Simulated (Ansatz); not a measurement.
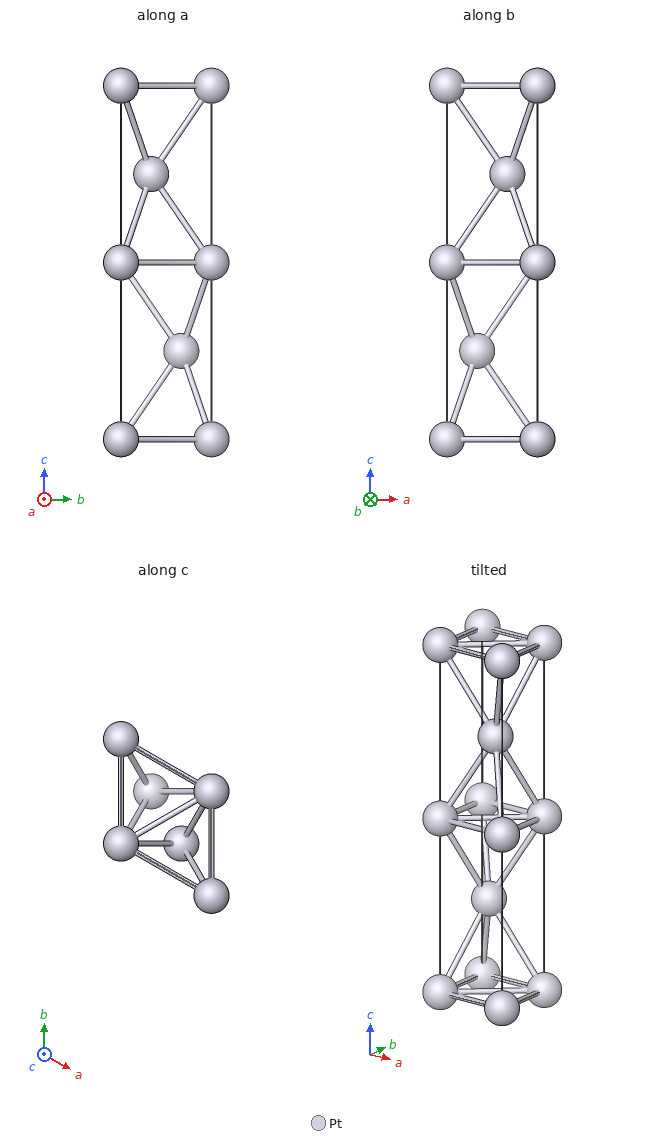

The figure gives a ball-and-stick picture of the atoms, viewed along the a axis, along the b axis, along the c axis and slightly off an axis. The conventional unit cell is drawn as a box.

Lattice parameters: a = 2.828 Å, b = 2.828 Å, c = 9.572 Å, α = 90.00°, β = 90.00°, γ = 120.00°. Put a along x and b in the xy plane.

Question: Write down what is shown as a POSCAR file.

Answer:
```
Pt
1.0
     2.828    0.000    0.000
    -1.414    2.449    0.000
     0.000    0.000    9.572
Pt
4
Direct
  0.0000 0.0000 0.0000
  0.0000 0.0000 0.5000
  0.3333 0.6667 0.2500
  0.6667 0.3333 0.7500
```

Origin of the cell: a structure type filled with this element by a generator (whether the element takes this form wasn't checked). Earlier steps of the study may have refined or changed the cell and positions. It was the input of a calculation with Ansatz.

At this level of theory the cell isn't at rest (stretched, at -17 GPa), so its distances can differ from those at equilibrium, the more so the softer the solid.
